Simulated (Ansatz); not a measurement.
System: Au (slab).

The calculation's input:

```
crystal:
  lattice:
    - [4.2144047896, 0.0, 0.0]
    - [0.0, 8.4288095792, 0.0]
    - [0.0, 0.0, 31.3236795114]
  atoms:
    - { symbol: Au, position: [0.4963041819, 0.7955213083, 0.5635293109] }
    - { symbol: Au, position: [0.4962934726, 0.4586566326, 0.5559339433] }
    - { symbol: Au, position: [0.4962768223, 0.1218538395, 0.5636005585] }
    - { symbol: Au, position: [0.9962915957, 0.9585380904, 0.6098971527] }
    - { symbol: Au, position: [0.9963052764, 0.6238304635, 0.6074977924] }
    - { symbol: Au, position: [0.9962831365, 0.2934510313, 0.6075052162] }
    - { symbol: Au, position: [0.4962500001, 0.1250525399, 0.6571828919] }
    - { symbol: Au, position: [0.4962808947, 0.7907615708, 0.6571429827] }
    - { symbol: Au, position: [0.4962747248, 0.4580076388, 0.6534179609] }
    - { symbol: Au, position: [0.9962013359, 0.2875611723, 0.7075117411] }
    - { symbol: Au, position: [0.9962268781, 0.9544433852, 0.7087068613] }
    - { symbol: Au, position: [0.9962213454, 0.6212775125, 0.7074309831] }
    - { symbol: Au, position: [0.4961988451, 0.4538842384, 0.7479279987] }
    - { symbol: Au, position: [0.4962088731, 0.1211100868, 0.7500809613] }
    - { symbol: Au, position: [0.4962239851, 0.786599131, 0.7499986875] }
basis:
  ecutwfc: 420
kpoints:
  mp_grid: { grid: [8, 4, 1] }
hamiltonian:
  xc: pbe
scf:
  occupations: { method: gaussian, width: 0.1 }
output:
  forces: true
  stress: true
  eigenvalues: true
  write_density: true
  write_potential: true
  elf: true
  volumetric_format: npy
efield:
  axis: 3
  dipole_correction: true
  ramp_width: 0.04
```

Launched as:

```sh
ansatz run input.yaml --threads 8 --pin off --max-ram 20480MiB --backend cpu --events-out ev --progress --plain --runs-dir out
```

Not relaxed (largest force 0.7 eV/Å); computed without spin polarisation.

These are results of Ansatz 0.2.0, DFT PBE, scalar-relativistic, plane waves, PAW, not measurements.

Predict the valence pseudo-density and electron localisation function between the atoms.

Answer. Au–Au (2.91 Å): ρ is about 0.26 e/Å³ halfway; the ELF is about 0.20 at the midpoint; no shared electron pair shows on this line.
Au–Au (2.93 Å): ρ at the midpoint is about 0.24 e/Å³; the ELF is about 0.20 at the midpoint: no shared electron pair shows on this line.

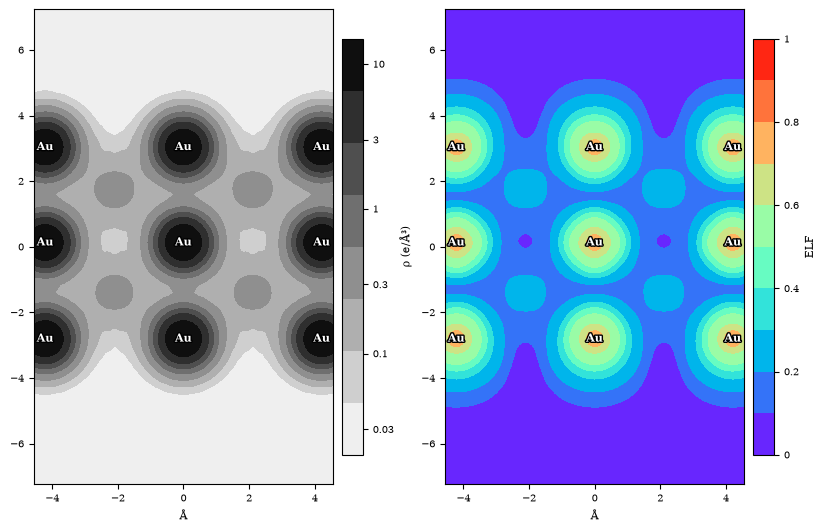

Computed valence pseudo-density and electron localisation function on the (010) plane of the calculation cell, a cut from vacuum to vacuum, in this order. 

The density is the valence pseudo-density of a PAW calculation; it isn't the true density close to the nuclei.
